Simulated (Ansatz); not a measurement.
**SnO$_{2}$: density, localisation and related maps**

```
Sn O
1.0
     3.10482    0.00000    0.00000
    -1.55241    2.68885    0.00000
     0.00000    0.00000   13.82571
Sn O
3 6
Direct
  0.33333 0.66667 0.16667
  0.00000 0.00000 0.50000
  0.66667 0.33333 0.83333
  0.00000 0.00000 0.23717
  0.66667 0.33333 0.57050
  0.33333 0.66667 0.90384
  0.66667 0.33333 0.09616
  0.33333 0.66667 0.42950
  0.00000 0.00000 0.76283
```

Space group R-3m; a structure from a database of computed crystals, not necessarily the ambient phase; changed on purpose from its base cell (strain -0.040 along x and y, -0.040 along z, atoms carried along); not relaxed (largest force 0.8 eV/Å); computed pressure about 12 GPa in this cell.

These are results of DFT LDA, scalar-relativistic, plane waves, PAW in Ansatz, not measurements.

In a PAW calculation such maps are meaningful between the atoms, not at the nuclei.

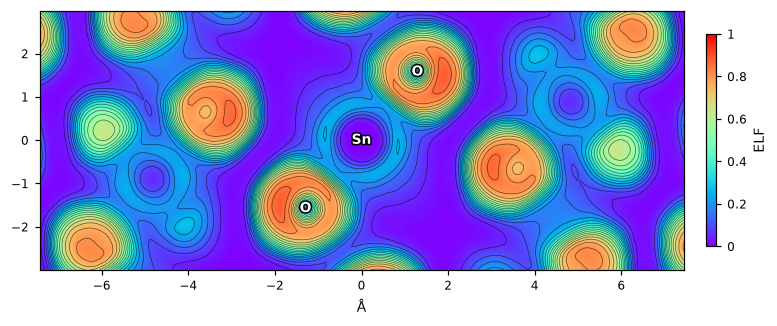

Figure 1. ELF on the (111) plane of the conventional cell.

### What does the map show?

- The section cuts through Sn and O sites.
- Atoms just off the plane (Sn, 0.5 Å away and O, 0.4 Å away) can leave unmarked features too.
- Sn–O (2.04 Å): the ELF peaks at about 0.80 in the valence shell of O, 0.6 Å from its nucleus, and is about 0.25 at the midpoint (no shared electron pair shows on this line).
- The ELF also peaks beside O, away from the bonds: lone-pair regions.

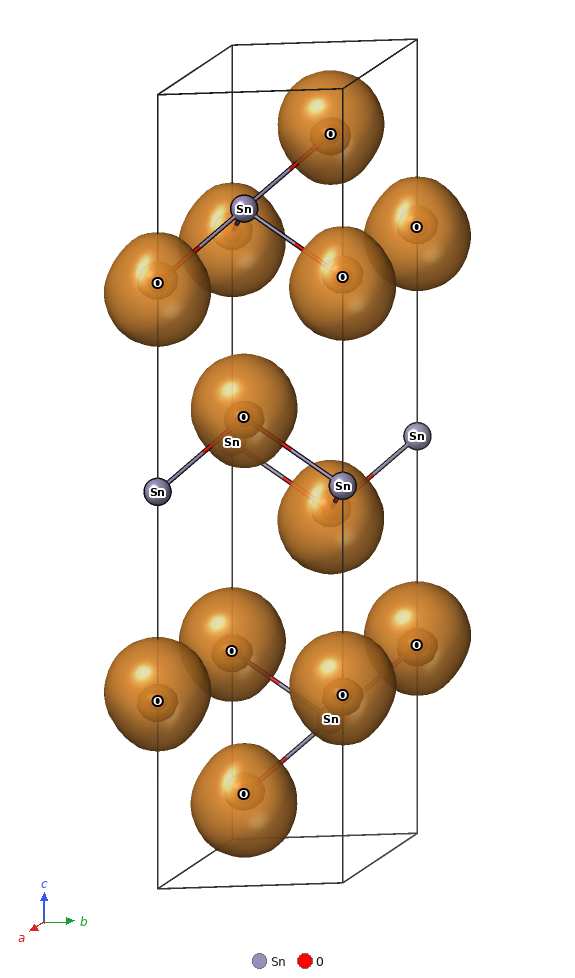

Figure 2. Isosurface of the electron localisation function at 0.65 (orange), seen slightly off an axis. Only the valence region is drawn (cores and ρ < 0.01 e/Å³ removed). Sticks mark near contacts.

### Identify the bonds, lone pairs and shells in this picture.

At this value the surface marks out six regions wrapped around O (the valence shell of each), counted in one cell of 9 atoms. Regions shared between cells count once.

### Metal or insulator at this level of theory?

It is gapped, with a Kohn–Sham gap of 2.6 eV on the k-point mesh (the band edges may lie off the mesh, which would make the gap smaller).
